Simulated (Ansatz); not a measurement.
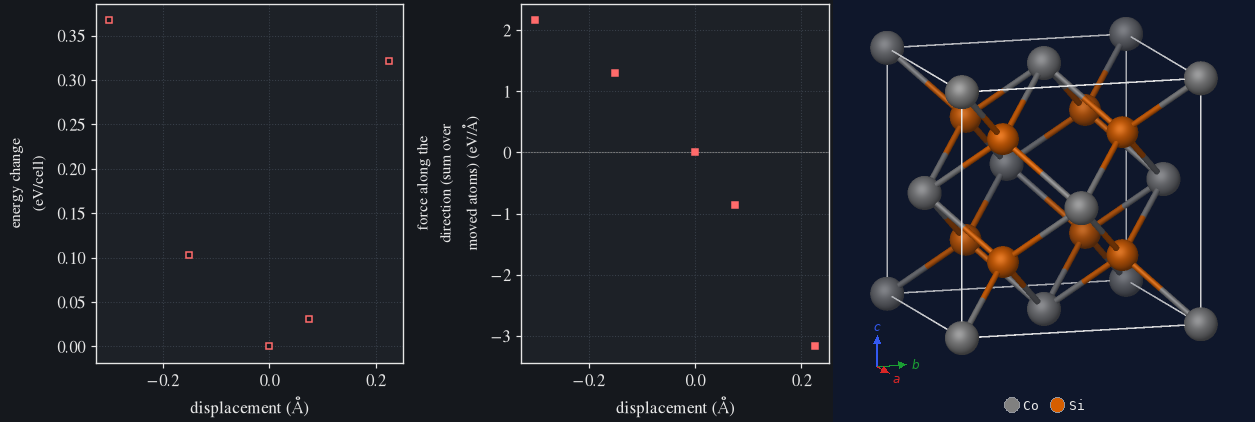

How it was computed, with Ansatz 0.2.0: one atom of a crystal moved along a line, all else fixed, by plane-wave density functional theory with PAW datasets, free energies less that of the undisturbed cell; scalar-relativistic. Level: PBEsol, no spin polarisation.

wave cutoff 420 eV; k mesh 10×10×10; occupations Gaussian; smearing width 0.15 eV; k shift (0, 0, 0) (mesh steps); start relaxed; moved atom 5; direction (−0.5774, 0.5774, 0.5774) (Cartesian unit vector).

Starting cell:
```
CELL_PARAMETERS angstrom
5.31251 0.00000 0.00000
0.00000 -5.31251 0.00000
0.00000 0.00000 -5.31251
ATOMIC_POSITIONS crystal
Co 0.00000 0.00000 0.00000
Co 0.50000 0.50000 0.00000
Co 0.50000 0.00000 0.50000
Co 0.00000 0.50000 0.50000
Si 0.25000 0.25000 0.25000
Si 0.75000 0.75000 0.25000
Si 0.75000 0.25000 0.75000
Si 0.25000 0.75000 0.75000
Si 0.75000 0.75000 0.75000
Si 0.25000 0.25000 0.75000
Si 0.25000 0.75000 0.25000
Si 0.75000 0.25000 0.25000
```

Caption: Energy change and force along the direction (sum over moved atoms) against displacement for CoSi₂, space group Fm-3m (No. 225). The cell is drawn beside the plot.

The energy rises on both sides of the starting structure, which is therefore a minimum along this path. The energy change is 0.3673 eV/cell at displacement −0.300 Å and 0.3217 eV/cell at 0.225 Å; the lowest computed point is at displacement 0.000 Å (0.0000 eV/cell). The force along the direction (sum over moved atoms) falls from 2.16 eV/Å at displacement −0.300 Å to −3.17 eV/Å at 0.225 Å, and changes sign near 0.00 Å.

Caveats: no spin polarisation, a magnetic state may lie lower.
